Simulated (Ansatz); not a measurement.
Molecular dynamics of MgO (part 2 of 2)

The same run, continued: MgO (P1, 16 atoms in the cell); DFT LDA, scalar-relativistic, plane waves, PAW, no spin polarisation (Ansatz 0.2.0); cutoff 420 eV, 2×2×2 k-mesh, Fermi–Dirac smearing of 0.05 eV. The structure derives from an entry of the Crystallography Open Database. One setting was made poor on purpose. It belongs to a series of runs on one base structure; here: dynamics from the last frame of the run before.

Geometry of the input (Å; fractional positions):
```
0.0000  3.8950  3.8950
3.8950  0.0000  3.8950
3.8950  3.8950  0.0000
Mg 0.0059  0.0340  -0.0331
O  0.2497  0.2401  0.2661
Mg -0.0131  0.0021  0.4972
O  0.2509  0.2256  0.7673
Mg 0.0001  0.5150  0.0003
O  0.2347  0.7700  0.2483
Mg 0.0063  0.5017  0.4920
O  0.2432  0.7620  0.7307
Mg 0.5229  -0.0106  0.0238
O  0.7316  0.2487  0.2609
Mg 0.5167  -0.0330  0.4926
O  0.7326  0.2791  0.7633
Mg 0.5116  0.4896  0.0113
O  0.7723  0.7419  0.2300
Mg 0.4776  0.4921  0.5006
O  0.7424  0.7464  0.7568
```

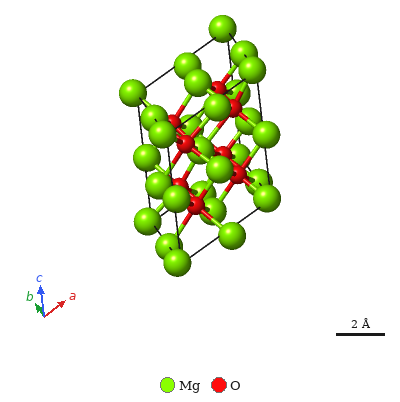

Figure 1. The geometry at step 73 of the log (ball-and-stick view of the cell of the calculation, seen slightly off an axis).

The program's output, continued
```
md step    61: t =    61.00 fs  T =  1551.1 K  F+E_penalty+E_count = -19673.53834174 eV  E_kin = 3.207862 eV  (2 SCF iters)
md step    62: t =    62.00 fs  T =  1575.8 K  F+E_penalty+E_count = -19673.58869802 eV  E_kin = 3.258949 eV  (2 SCF iters)
md step    63: t =    63.00 fs  T =  1592.9 K  F+E_penalty+E_count = -19673.64279137 eV  E_kin = 3.294359 eV  (2 SCF iters)
md step    64: t =    64.00 fs  T =  1765.3 K  F+E_penalty+E_count = -19673.69711247 eV  E_kin = 3.650944 eV  (2 SCF iters)
md step    65: t =    65.00 fs  T =  1794.2 K  F+E_penalty+E_count = -19673.73267454 eV  E_kin = 3.710736 eV  (2 SCF iters)
md step    66: t =    66.00 fs  T =  1711.2 K  F+E_penalty+E_count = -19673.76421158 eV  E_kin = 3.539111 eV  (2 SCF iters)
md step    67: t =    67.00 fs  T =  1799.5 K  F+E_penalty+E_count = -19673.78879701 eV  E_kin = 3.721742 eV  (2 SCF iters)
md step    68: t =    68.00 fs  T =  1840.7 K  F+E_penalty+E_count = -19673.77688212 eV  E_kin = 3.806947 eV  (2 SCF iters)
md step    69: t =    69.00 fs  T =  1713.4 K  F+E_penalty+E_count = -19673.73610540 eV  E_kin = 3.543496 eV  (2 SCF iters)
md step    70: t =    70.00 fs  T =  1700.3 K  F+E_penalty+E_count = -19673.67669330 eV  E_kin = 3.516579 eV  (2 SCF iters)
md step    71: t =    71.00 fs  T =  1523.6 K  F+E_penalty+E_count = -19673.62124589 eV  E_kin = 3.151029 eV  (2 SCF iters)
md step    72: t =    72.00 fs  T =  1583.6 K  F+E_penalty+E_count = -19673.57717053 eV  E_kin = 3.275088 eV  (2 SCF iters)
md step    73: t =    73.00 fs  T =  1575.1 K  F+E_penalty+E_count = -19673.51406730 eV  E_kin = 3.257543 eV  (2 SCF iters)
md step    74: t =    74.00 fs  T =  1715.2 K  F+E_penalty+E_count = -19673.42920272 eV  E_kin = 3.547333 eV  (2 SCF iters)
md step    75: t =    75.00 fs  T =  1781.9 K  F+E_penalty+E_count = -19673.32566298 eV  E_kin = 3.685273 eV  (2 SCF iters)
md step    76: t =    76.00 fs  T =  1620.0 K  F+E_penalty+E_count = -19673.18670429 eV  E_kin
SCF 199 converged in 2 iterations: F = -19674.981497 eV  dr2 = 1.06e-3
md step   198: t =   198.00 fs  T =  2077.7 K  F+E_penalty+E_count = -19674.98149667 eV  E_kin = 4.297014 eV  (2 SCF iters)
SCF 200 converged in 2 iterations: F = -19674.774739 eV  dr2 = 5.99e-4
md step   199: t =   199.00 fs  T =  1898.2 K  F+E_penalty+E_count = -19674.77473944 eV  E_kin = 3.925878 eV  (2 SCF iters)
iter 1 solved again at ethr=7.34e-6 eV; its pass at ethr=3.10e-3 eV (dr2=9.39e-3 eV) is discarded
SCF iter   1: F=—  HF=-19674.565832 eV  |F-HF|=—  |Δ(HF+E_count)|=         —  Δρ=3.64e-3  dr2=9.64e-3  ethr=7.34e-6  ⟨swp⟩=2.8  Hψ=3063  notcnv=0
preconditioner: auto → Resta (q_TF=auto, 2.765 Å⁻¹)  ε∞=3.3  [insulator: Δε(μ)=6.941 eV  Ē_g=17.865 eV  σ=0.050 eV  W_gap=1.00  n_scr=50 (ndim 8)  ℏωp=27.3 eV  f_vac=0.000  D(μ)=0.00/eV (n_scr^D=0)  ε∞_Penn≈3.3]
SCF iter   2: F=-19674.562286 eV  HF=-19674.563532 eV  |F-HF|=1.25e-3  |Δ(HF+E_count)|=   2.30e-3  Δρ=1.90e-3  dr2=2.70e-3  ethr=7.34e-6  ⟨swp⟩=3.1  Hψ=1697  notcnv=0
SCF 201 converged in 2 iterations: F = -19674.562286 eV  dr2 = 2.70e-3
md step   200: t =   200.00 fs  T =  1576.7 K  F+E_penalty+E_count = -19674.56228633 eV  E_kin = 3.260945 eV  (2 SCF iters)
```

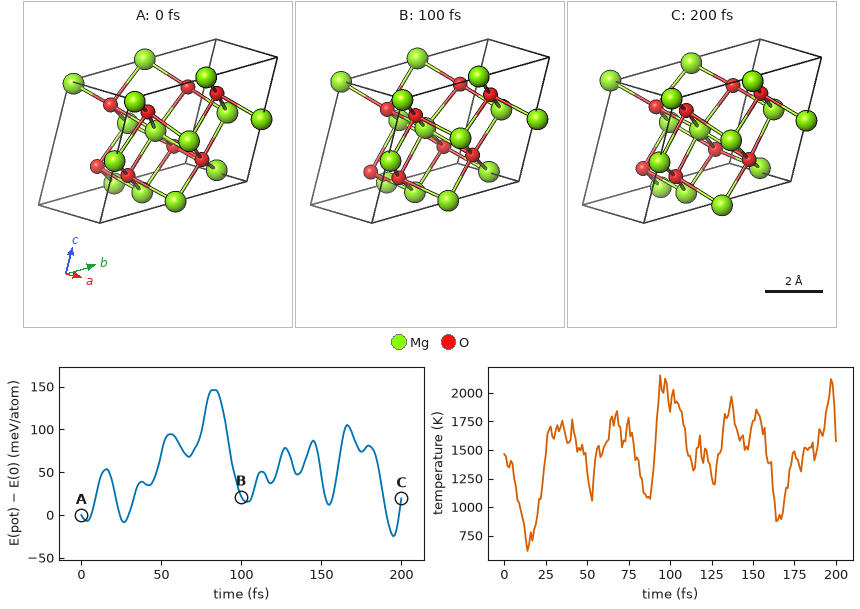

Figure 2. Frames of the molecular dynamics (ball-and-stick, reduced simulation cell, seen slightly off an axis) above the curves, on which the letters mark them. The trajectory kept here has 201 frames over 200 fs. The temperature starts at 1462 K, ranges from 616 to 2154 K and averages 1549 K over the second half. The potential energy ends 19.5 meV/atom above its first value. With the common drift removed, the root-mean-square displacement is 0.15 Å, and Mg9 has moved furthest (0.28 Å).

```
SCF converged after 2 iterations
Free energy (F): -19674.562286 eV
Harris-Foulkes:  -19674.563532 eV  (|F-HF|=1.25e-3)
Internal energy: -19674.562286 eV  (E = F + TS)
E sigma→0 (E₀):  -19674.562286 eV
Fermi energy:    14.631698 eV
--- Per-component energies (eV) ---
  E_band       = -1935.320681
  E_kinetic    = 2104.865908
  E_local      = -11686.830793  (includes V_loc(G=0)·N_el)
  E_nonlocal   = 1171.548612
  E_hartree    = 4035.735474
  E_xc         = -850.801358
  E_vxc        = -1098.648337  (∫ρ·V_xc dr)
  E_paw        = -3339.939901  (= ΣΔE_a)
  E_vpaw       = -497.467572  (= ΣTr[D̂ρ^β])
  E_aug_tail   = 0.020951  (compensation charges beyond the density's cutoff)
  E_ewald      = -11111.140386
  E_core_change = 1.979207  (= ΣΔE_core)
  E_smearing   = -0.000000  (= −TS)
  E_closure    = -0.000000  (closes the sum)
  Σ components = -19674.562286   (vs F -19674.562286, Δ=0.00e0)
--- Forces (eV/Å), atoms counted from 1 ---
  atom   1  Mg     0.98479966    -0.19358480     4.65384130
  atom   2  O      1.34080756    -1.15187606    -1.80801295
  atom   3  Mg     0.73633265     1.11244612     0.13424825
  atom   4  O      1.36217301     0.06182235     0.17529711
  atom   5  Mg    -0.01216829     0.37177273    -3.21156709
  atom   6  O      1.56134341     2.59524681    -0.51176952
  atom   7  Mg     0.15176079    -0.52664533    -0.19943429
  atom   8  O     -1.49503437    -1.15701592    -0.75862119
  atom   9  Mg    -2.50167523     0.43140653     0.78613583
  atom  10  O     -0.67222542     1.55089458    -0.10629856
  atom  11  Mg    -0.04518500    -2.08419234     1.15663241
  atom  12  O     -2.53323272    -1.52457959     2.06233382
  atom  13  Mg     0.91627412    -1.33538985    -0.10257855
  atom  14  O      0.76372339     0.80533318    -5.76729884
  atom  15  Mg    -0.13217246    -0.39911785     1.70477621
  atom  16  O     -0.41908546     1.44975410     1.79060547
  max |Σ_I F_I| component: 6.44e-3 eV/Å
--- MD trajectory: 200 steps, t = 0.0 → 200.0 fs ---
  final state: T = 1576.7 K   F+E_penalty+E_count = -19674.56228633 eV   E_kin = 3.260945 eV
```

Trajectory as extended XYZ (Å, eV, eV/Å), 6 of the 201 frames kept, from step=0 to step=200
```
16
Lattice="0.0000 3.8950 3.8950 3.8950 0.0000 3.8950 3.8950 3.8950 0.0000" Properties=species:S:1:pos:R:3:forces:R:3 step=0 time_fs=0.0 energy=-19674.87351 temperature=1462.5
Mg    0.0037   -0.1060    0.1555   -0.3510   1.8402  -3.5953
O     1.9720    2.0093    1.9079   -0.1591  -0.9230   0.5973
Mg    1.9446    1.8853   -0.0430    0.9360  -0.0056   0.4359
O     3.8672    3.9658    1.8558    0.5599  -0.3704   4.0934
Mg    2.0069    0.0015    2.0061   -2.6884   0.6394  -0.7462
O     3.9665    1.8814    3.9134   -1.5276   0.5977  -0.2793
Mg    3.8703    1.9409    1.9787    0.3813   0.2333  -0.2737
O     5.8139    3.7932    3.9153    0.1206   1.2107  -0.7821
Mg    0.0512    2.1294    1.9953   -0.5949  -4.1567  -0.7164
O     1.9845    3.8654    3.8179   -0.4247   1.0815   0.8850
Mg    1.7902    3.9312    1.8842    2.0960   0.2400   0.3663
O     4.0603    5.8264    3.9406   -3.2546  -1.0400  -0.6383
Mg    1.9511    2.0368    3.8998    2.0613  -2.4697  -0.3062
O     3.7855    3.9042    5.8978    2.0501   1.3296  -0.5156
Mg    3.8668    3.8102    3.7773    0.7719   1.3732   0.6193
O     5.8548    5.8394    5.7989    0.0230   0.4197   0.8560
16
Lattice="0.0000 3.8950 3.8950 3.8950 0.0000 3.8950 3.8950 3.8950 0.0000" Properties=species:S:1:pos:R:3:forces:R:3 step=40 time_fs=40.0 energy=-19674.29240 temperature=1587.9
Mg   -0.0837    0.0252   -0.1994    0.0878  -1.1544   3.9688
O     1.9447    1.9008    1.9693   -0.3977  -0.3570  -0.9612
Mg    1.8581    1.9421    0.0148    1.3605   0.1330  -0.5228
O     3.8680    3.7597    1.9544    0.1024   4.0021  -0.1880
Mg    1.8725   -0.0284    1.7455   -0.3910  -0.5142   4.4110
O     3.8401    1.9356    3.9396   -0.2242  -0.3097  -1.7940
Mg    3.8688    2.0133    1.9596    0.4033  -2.3837   0.3961
O     5.8535    3.8415    3.8379   -1.2990   0.5064   0.7074
Mg    0.0472    2.0218    1.8252   -1.8648  -3.9743   3.2870
O     1.8813    3.7525    3.8791   -0.1880   1.5915  -1.1605
Mg    1.9844    3.8409    2.0115    0.2327   1.1516  -1.6887
O     3.8364    5.7348    3.9838   -0.3021   1.4850  -1.7333
Mg    1.8286    1.8722    3.8441    0.7459  -0.8840   1.4161
O     3.9054    3.7929    5.8365   -0.2203   2.3842  -0.2860
Mg    3.8063    3.9096    4.0591    1.3930  -0.8518  -4.2194
O     5.8067    5.8268    5.9302    0.5579  -0.8230  -1.6384
16
Lattice="0.0000 3.8950 3.8950 3.8950 0.0000 3.8950 3.8950 3.8950 0.0000" Properties=species:S:1:pos:R:3:forces:R:3 step=80 time_fs=80.0 energy=-19672.60349 temperature=1435.5
Mg    0.0862   -0.0191   -0.0106   -1.4435   0.1684  -1.9504
O     1.8201    2.0348    2.1030   -0.4047  -3.1932  -1.3051
Mg    1.9028    1.8926    0.1862    0.1131   0.8094  -1.1450
O     3.6486    3.6564    1.6764    1.4432   2.7690   4.8813
Mg    1.8438   -0.0121    2.0167   -0.7140  -0.0449  -1.7976
O     3.8048    1.9708    3.9411    0.4142  -3.3864   0.1938
Mg    3.7678    1.6537    2.0632    0.1581   3.9367  -2.2586
O     5.5637    3.8215    3.8077    3.4438   1.7031   1.4777
Mg   -0.2469    1.9354    1.9971    2.2496  -1.3476   0.3191
O     1.9832    3.8813    3.8433   -1.6310   0.9288   0.8529
Mg    1.7504    3.8775    1.8151    1.2831   0.1260   0.7312
O     3.8067    5.9531    3.9167    0.4275  -3.5024  -0.4220
Mg    1.9391    1.9974    3.9962   -2.5149  -1.2702  -0.2298
O     3.7659    3.7578    5.6839   -0.4295   1.3107   1.7294
Mg    3.8172    3.7555    3.6397   -1.6358   2.4168   0.8197
O     5.7029    5.8562    6.0134   -0.7591  -1.4179  -1.8953
16
Lattice="0.0000 3.8950 3.8950 3.8950 0.0000 3.8950 3.8950 3.8950 0.0000" Properties=species:S:1:pos:R:3:forces:R:3 step=120 time_fs=120.0 energy=-19674.23880 temperature=1385.1
Mg   -0.1797   -0.0691    0.0236   -0.8619   1.9566  -0.2971
O     1.9730    1.8887    1.9755   -2.4655   0.7550  -1.2690
Mg    1.7468    2.0322   -0.0625    1.5176  -2.4452   1.6790
O     3.8139    3.9726    1.9649   -0.6633  -2.5470   1.4474
Mg    1.7581   -0.1330    1.9834    1.9995   3.4937  -0.2518
O     3.7451    1.9144    3.8421    0.4005   0.4601   0.8817
Mg    3.8458    1.9426    1.9042   -0.8191  -0.2086   0.0673
O     5.7361    3.8997    4.0100   -0.6464   0.5898  -0.6850
Mg   -0.0411    1.8628    1.9411   -0.2253   2.1911   0.3063
O     1.6210    3.8520    3.9479    3.5530   1.4696   0.2090
Mg    1.9218    3.9245    2.1270   -0.8211  -0.2622  -2.0023
O     3.6646    5.9074    3.8943    1.3669  -2.7345  -0.4009
Mg    1.7932    2.0231    3.7926    0.1729  -2.1813   1.8439
O     3.7673    3.9293    5.8956    0.4443  -1.3825   0.0793
Mg    3.8938    3.7581    4.0892   -2.3010   2.6568  -2.0182
O     5.7912    5.8779    5.7915   -0.6571  -1.8114   0.4093
16
Lattice="0.0000 3.8950 3.8950 3.8950 0.0000 3.8950 3.8950 3.8950 0.0000" Properties=species:S:1:pos:R:3:forces:R:3 step=160 time_fs=160.0 energy=-19674.05938 temperature=1381.1
Mg   -0.0138    0.1049    0.1607   -0.2629  -2.1321  -1.9392
O     1.6706    1.8346    2.1606    1.7908   2.8457  -1.0375
Mg    1.8921    2.0288   -0.0027   -1.5040  -2.1065   1.3503
O     3.8186    3.9383    2.0170   -0.7947  -1.1601   1.2348
Mg    1.8870    0.0786    1.9876    0.5369  -2.1230  -0.2544
O     3.7536    1.9437    4.0063    1.5071   2.1273  -0.0206
Mg    3.7334    1.9753    2.1626    0.0310  -0.0593  -2.2635
O     5.8728    3.8299    3.9626   -2.1178   1.9157   0.0197
Mg   -0.2746    1.8937    1.9642    2.7898   2.6811   2.1199
O     1.7974    3.9416    3.9380    2.9577  -0.2232   0.2926
Mg    1.8619    3.7945    1.9607   -0.8570  -0.1338   1.9354
O     3.7184    6.0104    4.0265    1.5893  -2.3070   0.0635
Mg    1.9387    1.8531    4.0957   -3.0841   2.2963  -2.5806
O     3.8758    3.9530    5.9680   -1.5812  -0.6075  -1.5772
Mg    3.8882    4.0938    3.9045   -1.1975  -1.4324   1.7241
O     5.6619    5.8308    5.8947    0.2016   0.4258   0.9362
16
Lattice="0.0000 3.8950 3.8950 3.8950 0.0000 3.8950 3.8950 3.8950 0.0000" Properties=species:S:1:pos:R:3:forces:R:3 step=200 time_fs=200.0 energy=-19674.56229 temperature=1576.7
Mg   -0.0874    0.1076   -0.0737    0.9848  -0.1936   4.6538
O     1.8839    2.1809    2.0550    1.3408  -1.1519  -1.8080
Mg    1.8721    2.0011    0.0368    0.7363   1.1124   0.1342
O     3.7937    4.0191    1.9425    1.3622   0.0618   0.1753
Mg    1.8848    0.1128    2.1865   -0.0122   0.3718  -3.2116
O     3.7863    1.9613    3.9118    1.5613   2.5952  -0.5118
Mg    3.8052    2.1094    1.9440    0.1518  -0.5266  -0.1994
O     5.8079    4.0716    4.0149   -1.4950  -1.1570  -0.7586
Mg    0.0808    2.0605    1.8773   -2.5017   0.4314   0.7861
O     1.9651    4.0186    4.0026   -0.6722   1.5509  -0.1063
Mg    1.8722    4.1569    1.9548   -0.0452  -2.0842   1.1566
O     3.9472    6.0256    3.7902   -2.5332  -1.5246   2.0623
Mg    1.8829    2.1989    3.9518    0.9163  -1.3354  -0.1026
O     3.7936    4.0099    6.0234    0.7637   0.8053  -5.7673
Mg    3.8523    4.0630    3.8402   -0.1322  -0.3991   1.7048
O     5.8013    5.9667    5.8258   -0.4191   1.4498   1.7906
```
